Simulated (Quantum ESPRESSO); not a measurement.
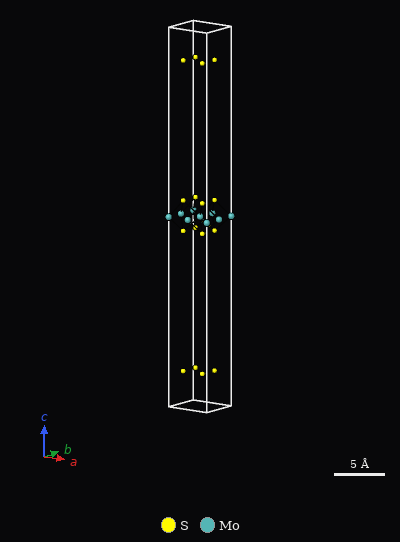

*The structure as given in the input (ball-and-stick view of the 2 × 2 repeat of the cell, with the vacuum cut short, seen slightly off an axis). An atom can appear more than once, as a periodic image.*

**Workfunction calculation, with input and output: MoS$_{4}$**

The run: workfunction calculation of MoS$_{4}$ (slab, 5 atoms in the cell). Method and program: Kohn-Sham DFT of a periodic cell, optB88-vdW, JTH 2.0 PBE, no spin polarisation (Quantum ESPRESSO 7.5).

The structure derives from a Materials Project entry. The run did not end well.

## What the program printed
```
This program is part of the open-source Quantum ESPRESSO suite
     for quantum simulation of materials; please cite
         "P. Giannozzi et al., J. Phys.:Condens. Matter 21 395502 (2009);
         "P. Giannozzi et al., J. Phys.:Condens. Matter 29 465901 (2017);
         "P. Giannozzi et al., J. Chem. Phys. 152 154105 (2020);
          URL
     in publications or presentations arising from this work. More details at

     Message from routine iosys:
     BEWARE:  force calculation with tetrahedra (not recommanded)
     file S.GGA_PBE-JTH.UPF: wavefunction(s)  3S 0S 3P 0P renormalized
     file Mo.GGA_PBE-JTH.UPF: wavefunction(s)  4S 5S 4P 0P 4D 0D renormalized

     IMPORTANT: XC functional enforced from input :
     Exchange-correlation= VDW-DF-OBK8
                           (   1   4  23   0   1   0   0)
     Any further DFT definition will be discarded
     Please, verify this is what you really want

     Message from routine setup:
     using ibrav=0 with symmetry is DISCOURAGED, use correct ibrav instead

     K-points division:     npool     =       2
     Subspace diagonalization in iterative solution of the eigenvalue problem:
     a serial algorithm will be used

     G-vector sticks info
     --------------------
     sticks:   dense  smooth     PW     G-vecs:    dense   smooth      PW
     Sum         673     439    139               206921   112257   18223

     Using Slab Decomposition

     bravais-lattice index     =            0
     lattice parameter (alat)  =       8.0000  a.u.
     unit-cell volume          =    2759.1913 (a.u.)^3
     number of atoms/cell      =            5
     number of atomic types    =            2
     number of electrons       =        38.00
     number of Kohn-Sham states=           27
     kinetic-energy cutoff     =      45.0000  Ry
     charge density cutoff     =     270.0000  Ry
     scf convergence threshold =      1.0E-07
     mixing beta               =       0.3000
     number of iterations used =            8  local-TF  mixing
     Exchange-correlation= VDW-DF-OBK8
                           (   1   4  23   0   1   0   0)

     celldm(1)=   8.000000  celldm(2)=   0.000000  celldm(3)=   0.000000
     celldm(4)=   0.000000  celldm(5)=   0.000000  celldm(6)=   0.000000

     crystal axes: (cart. coord. in units of alat)
               a(1) = (   0.752141   0.000000   0.000000 )
               a(2) = (  -0.376070   0.651373   0.000000 )
               a(3) = (   0.000000   0.000000  10.999753 )

     reciprocal axes: (cart. coord. in units 2 pi/alat)
               b(1) = (  1.329538  0.767609 -0.000000 )
               b(2) = (  0.000000  1.535219  0.000000 )
               b(3) = (  0.000000 -0.000000  0.090911 )

     PseudoPot. # 1 for S  read from file:
     S.GGA_PBE-JTH.UPF
     Pseudo is Projector augmented-wave + core cor, Zval =  6.0
     Generated using ATOMPAW code
     Shape of augmentation charge: SINC**2
     Using radial grid of  999 points,  4 beta functions with:
                l(1) =   0
                l(2) =   0
                l(3) =   1
                l(4) =   1
     Q(r) pseudized with 0 coefficients

     PseudoPot. # 2 for Mo read from file:
     Mo.GGA_PBE-JTH.UPF
     Pseudo is Projector augmented-wave + core cor, Zval = 14.0
     Generated using ATOMPAW code
     Shape of augmentation charge: SINC**2
     Using radial grid of 1076 points,  6 beta functions with:
                l(1) =   0
                l(2) =   0
                l(3) =   1
                l(4) =   1
                l(5) =   2
                l(6) =   2
     Q(r) pseudized with 0 coefficients

     atomic species   valence    mass     pseudopotential
     S                 6.00    32.06000     S ( 1.00)
     Mo               14.00    95.95000     Mo( 1.00)

     12 Sym. Ops. (no inversion) found

   Cartesian axes

     site n.     atom                  positions (alat units)
         1        S      tau(   1) = (  -0.0000000   0.4342487   1.7716182  )
         2        S      tau(   2) = (  -0.0000000   0.4342487   5.1334292  )
         3        Mo     tau(   3) = (   0.0000000   0.0000000   5.4998766  )
         4        S      tau(   4) = (  -0.0000000   0.4342487   5.8663240  )
         5        S      tau(   5) = (  -0.0000000   0.4342487   9.2281350  )

     number of k points=    14 (tetrahedron method)
                       cart. coord. in units 2pi/alat
        k(    1) = (   0.0000000   0.0000000   0.0000000), wk =   0.0200000
        k(    2) = (   0.0000000   0.1535219   0.0000000), wk =   0.1200000
        k(    3) = (   0.0000000   0.3070437   0.0000000), wk =   0.1200000
        k(    4) = (   0.0000000   0.4605656   0.0000000), wk =   0.1200000
        k(    5) = (   0.0000000   0.6140875   0.0000000), wk =   0.1200000
        k(    6) = (   0.0000000  -0.7676093   0.0000000), wk =   0.0600000
        k(    7) = (   0.1329538   0.2302828   0.0000000), wk =   0.1200000
        k(    8) = (   0.1329538   0.3838047   0.0000000), wk =   0.2400000
        k(    9) = (   0.1329538   0.5373265   0.0000000), wk =   0.2400000
        k(   10) = (   0.1329538   0.6908484   0.0000000), wk =   0.2400000
        k(   11) = (   0.2659077   0.4605656   0.0000000), wk =   0.1200000
        k(   12) = (   0.2659077   0.6140875   0.0000000), wk =   0.2400000
        k(   13) = (   0.2659077   0.7676093   0.0000000), wk =   0.1200000
        k(   14) = (   0.3988615   0.6908484   0.0000000), wk =   0.1200000

     Dense  grid:   206921 G-vectors     FFT dimensions: (  32,  32, 480)

     Smooth grid:   112257 G-vectors     FFT dimensions: (  25,  25, 375)
     Real space treatment of Q(r)

     Check: negative core charge=   -0.000004

     Initializing real-space augmentation for DENSE grid
     Message from routine real_space_q:
     integrated real space q too different from target q
     Largest difference:   0.000094 for atom type # 1

     Initial potential from superposition of free atoms

     starting charge      37.9986, renormalised to      38.0000

     negative rho (up, down):  2.208E-01 0.000E+00

     %%%%%%%%%%%%%%%%%%%%%%%%%%%%%%%%%%%%%%%%%%%%%%%%%%%%%%%%%%%%%%%%%%%%%%%%
     %                                                                      %
     % You are using vdW-DF, which was implemented by the Thonhauser group. %
     % Please cite the following two papers that made this development      %
     % possible and the two reviews that describe the various versions:     %
     %                                                                      %
     %   T. Thonhauser et al., PRL 115, 136402 (2015).                      %
     %   T. Thonhauser et al., PRB 76, 125112 (2007).                       %
     %   K. Berland et al., Rep. Prog. Phys. 78, 066501 (2015).             %
     %   D.C. Langreth et al., J. Phys.: Condens. Matter 21, 084203 (2009). %
     %                                                                      %
     % If you are calculating stress with vdW-DF, please also cite:         %
     %                                                                      %
     %   R. Sabatini et al., J. Phys.: Condens. Matter 24, 424209 (2012).   %
     %                                                                      %
     %%%%%%%%%%%%%%%%%%%%%%%%%%%%%%%%%%%%%%%%%%%%%%%%%%%%%%%%%%%%%%%%%%%%%%%%

     %%%%%%%%%%%%%%%%%%%%%%%%%%%%%%%%%%%%%%%%%%%%%%%%%%%%%%%%%%%%%%%%%%%%%%%%
     %                                                                      %
     %  vdW-DF NEWS:                                                        %
     %                                                                      %
     %  * vdW-DF3 is now available. DOI: 10.1021/acs.jctc.0c00471           %
     %    use with input_dft = 'vdW-DF3-opt1' or 'vdW-DF3-opt2'             %
     %                                                                      %
     %  * Unscreened and range-separated hybrid vdW-DF-cx functionals       %
     %    DOI: 10.1063/1.4986522 and 10.1088/1361-648X/ac2ad2               %
     %    use with input_dft = 'vdW-DF-cx0'    and 'vdW-DF-ahcx'            %
     %  * Unscreened and range-separated hybrid vdW-DF2-b86r functionals    %
     %    DOI: 10.1063/1.4986522 and DOI: 10.1103/PhysRevX.12.041003        %
     %    use with input_dft = 'vdW-DF2-br0' and 'vdW-DF2-ahbr'             %
     %                                                                      %
     %%%%%%%%%%%%%%%%%%%%%%%%%%%%%%%%%%%%%%%%%%%%%%%%%%%%%%%%%%%%%%%%%%%%%%%%

     Starting wfcs are   50 randomized atomic wfcs
     Checking if some PAW data can be deallocated...

     Self-consistent Calculation

     iteration #  1     ecut=    45.00 Ry     beta= 0.30
     Davidson diagonalization with overlap
     ethr =  1.00E-02,  avg # of iterations =  6.1

     negative rho (up, down):  2.309E-01 0.000E+00

     total energy              =    -633.75039126 Ry
     estimated scf accuracy    <       1.50002772 Ry

     iteration #  2     ecut=    45.00 Ry     beta= 0.30
     Davidson diagonalization with overlap
     ethr =  3.95E-03,  avg # of iterations =  1.1

     negative rho (up, down):  2.372E-01 0.000E+00

     total energy              =    -633.73747950 Ry
     estimated scf accuracy    <       0.24532293 Ry

     iteration #  3     ecut=    45.00 Ry     beta= 0.30
     Davidson diagonalization with overlap
     ethr =  6.46E-04,  avg # of iterations =  2.4

     negative rho (up, down):  2.413E-01 0.000E+00

     total energy              =    -633.72412520 Ry
     estimated scf accuracy    <       0.06993953 Ry

     iteration #  4     ecut=    45.00 Ry     beta= 0.30
     Davidson diagonalization with overlap
     ethr =  1.84E-04,  avg # of iterations =  6.6

     negative rho (up, down):  2.363E-01 0.000E+00

     total energy              =    -633.73086678 Ry
     estimated scf accuracy    <       0.01539398 Ry

     iteration #  5     ecut=    45.00 Ry     beta= 0.30
     Davidson diagonalization with overlap
     ethr =  4.05E-05,  avg # of iterations =  7.1

     negative rho (up, down):  2.362E-01 0.000E+00

     total energy              =    -633.73282269 Ry
     estimated scf accuracy    <       0.00296483 Ry

     iteration #  6     ecut=    45.00 Ry     beta= 0.30
     Davidson diagonalization with overlap
     ethr =  7.80E-06,  avg # of iterations =  4.2

     negative rho (up, down):  2.363E-01 0.000E+00

     total energy              =    -633.73410288 Ry
     estimated scf accuracy    <       0.00142799 Ry

     iteration #  7     ecut=    45.00 Ry     beta= 0.30
     Davidson diagonalization with overlap
     ethr =  3.76E-06,  avg # of iterations =  3.3

     negative rho (up, down):  2.347E-01 0.000E+00

     total energy              =    -633.73465465 Ry
     estimated scf accuracy    <       0.00106547 Ry

     iteration #  8     ecut=    45.00 Ry     beta= 0.30
     Davidson diagonalization with overlap
     ethr =  2.80E-06,  avg # of iterations =  4.9

     negative rho (up, down):  2.330E-01 0.000E+00

     total energy              =    -633.73519963 Ry
     estimated scf accuracy    <       0.00063147 Ry

     iteration #  9     ecut=    45.00 Ry     beta= 0.30
     Davidson diagonalization with overlap
     ethr =  1.66E-06,  avg # of iterations =  6.1

     negative rho (up, down):  2.309E-01 0.000E+00

     total energy              =    -633.73559725 Ry
     estimated scf accuracy    <       0.00081087 Ry

     iteration # 10     ecut=    45.00 Ry     beta= 0.30
     Davidson diagonalization with overlap
     ethr =  1.66E-06,  avg # of iterations =  6.0

     negative rho (up, down):  2.293E-01 0.000E+00

     total energy              =    -633.73567755 Ry
     estimated scf accuracy    <       0.00050539 Ry

[... 130 further cycles ...]
     iteration #141     ecut=    45.00 Ry     beta= 0.30
     Davidson diagonalization with overlap
     ethr =  1.22E-06,  avg # of iterations =  1.0

     negative rho (up, down):  2.296E-01 0.000E+00

     total energy              =    -633.73568532 Ry
     estimated scf accuracy    <       0.00049280 Ry

     iteration #142     ecut=    45.00 Ry     beta= 0.30
     Davidson diagonalization with overlap
     ethr =  1.22E-06,  avg # of iterations =  1.0

     negative rho (up, down):  2.296E-01 0.000E+00

     total energy              =    -633.73568397 Ry
     estimated scf accuracy    <       0.00049173 Ry

     iteration #143     ecut=    45.00 Ry     beta= 0.30
     Davidson diagonalization with overlap
     ethr =  1.22E-06,  avg # of iterations =  1.0

     negative rho (up, down):  2.296E-01 0.000E+00

     total energy              =    -633.73568067 Ry
     estimated scf accuracy    <       0.00048985 Ry

     iteration #144     ecut=    45.00 Ry     beta= 0.30
     Davidson diagonalization with overlap
     ethr =  1.22E-06,  avg # of iterations =  1.0

     negative rho (up, down):  2.296E-01 0.000E+00

     total energy              =    -633.73567469 Ry
     estimated scf accuracy    <       0.00048654 Ry

     iteration #145     ecut=    45.00 Ry     beta= 0.30
     Davidson diagonalization with overlap
     ethr =  1.22E-06,  avg # of iterations =  1.0

     negative rho (up, down):  2.296E-01 0.000E+00

     total energy              =    -633.73527826 Ry
     estimated scf accuracy    <       0.00048010 Ry

     iteration #146     ecut=    45.00 Ry     beta= 0.30
     Davidson diagonalization with overlap
     c_bands:  1 eigenvalues not converged
     ethr =  1.22E-06,  avg # of iterations = 13.1

     negative rho (up, down):  2.296E-01 0.000E+00

     total energy              =    -633.67045789 Ry
     estimated scf accuracy    <      10.36430586 Ry

     iteration #147     ecut=    45.00 Ry     beta= 0.30
     Davidson diagonalization with overlap
     ethr =  1.22E-06,  avg # of iterations = 10.5

     negative rho (up, down):  2.296E-01 0.000E+00

     total energy              =    -633.73567641 Ry
     estimated scf accuracy    <       0.00047617 Ry

     iteration #148     ecut=    45.00 Ry     beta= 0.30
     Davidson diagonalization with overlap
     ethr =  1.22E-06,  avg # of iterations =  1.0

     negative rho (up, down):  2.296E-01 0.000E+00

     total energy              =    -633.73567968 Ry
     estimated scf accuracy    <       0.00047840 Ry

     iteration #149     ecut=    45.00 Ry     beta= 0.30
     Davidson diagonalization with overlap
     ethr =  1.22E-06,  avg # of iterations =  1.0

     negative rho (up, down):  2.296E-01 0.000E+00

     total energy              =    -633.73567392 Ry
     estimated scf accuracy    <       0.00048215 Ry

     iteration #150     ecut=    45.00 Ry     beta= 0.30
     Davidson diagonalization with overlap
     ethr =  1.22E-06,  avg # of iterations =  1.0

     negative rho (up, down):  2.296E-01 0.000E+00

     total energy              =    -633.73567589 Ry
     estimated scf accuracy    <       0.00047564 Ry

     End of self-consistent calculation

     convergence NOT achieved after 150 iterations: stopping

=------------------------------------------------------------------------------=
   JOB DONE.
=------------------------------------------------------------------------------=
```

The run was set up as follows.

## Input
```
&CONTROL
  calculation = 'scf'
  prefix = 'pwscf'
  outdir = './tmp'
  pseudo_dir = './pseudo'
  tprnfor = .true.
  disk_io = 'low'
/
&SYSTEM
  ibrav = 0
  celldm(1) = 8
  nat = 5
  ntyp = 2
  ecutwfc = 45
  ecutrho = 270
  nbnd = 27
  input_dft = 'vdw-df-obk8'
  occupations = 'tetrahedra'
/
&ELECTRONS
  conv_thr = 1d-07
  electron_maxstep = 150
  mixing_beta = 0.3
  mixing_mode = 'local-TF'
  tqr = .true.
/
ATOMIC_SPECIES
S     32.0600 S.GGA_PBE-JTH.UPF
Mo    95.9500 Mo.GGA_PBE-JTH.UPF
CELL_PARAMETERS alat
  0.7521407801967   0.0000000000000   0.0000000000000
 -0.3760703901061   0.6513730228771   0.0000000000000
  0.0000000000000   0.0000000000000  10.9997532318311
ATOMIC_POSITIONS crystal
S      0.3333333300    0.6666666600    0.1610598169
S      0.3333333300    0.6666666600    0.4666858505
Mo     0.0000000000    0.0000000000    0.5000000000
S      0.3333333300    0.6666666600    0.5333141495
S      0.3333333300    0.6666666600    0.8389401831
K_POINTS automatic
10 10 1 0 0 0
```

Run as:
```bash
OMP_NUM_THREADS=1 mpirun -n 2 pw.x -nk 2 -in pw.in > pw.out
```

## What the run reported

| quantity | value |
| --- | --- |
| outcome | not converged |
| hardware | 2 threads of Arm Neoverse V2, 24 GiB of memory available, shared host |
| wall time | 11 min (CPU time 22 min) |
| peak memory | 1.2 GiB |

## Diagnosis

Settings chosen away from the usual ones: conv_thr set to 1e-07; smearing set to tetrahedra (from methfessel-paxton); width removed. The run did not converge. Its last values are not results. Further notes kept with the run: potentials made for another functional. Notes on the run: BEWARE:  force calculation with tetrahedra (not recommanded); integrated real space q too different from target q; negative rho. Points of doubt noted for this run: potentials made for another functional; real space augmentation costs some mev and hundredths of ev per a.
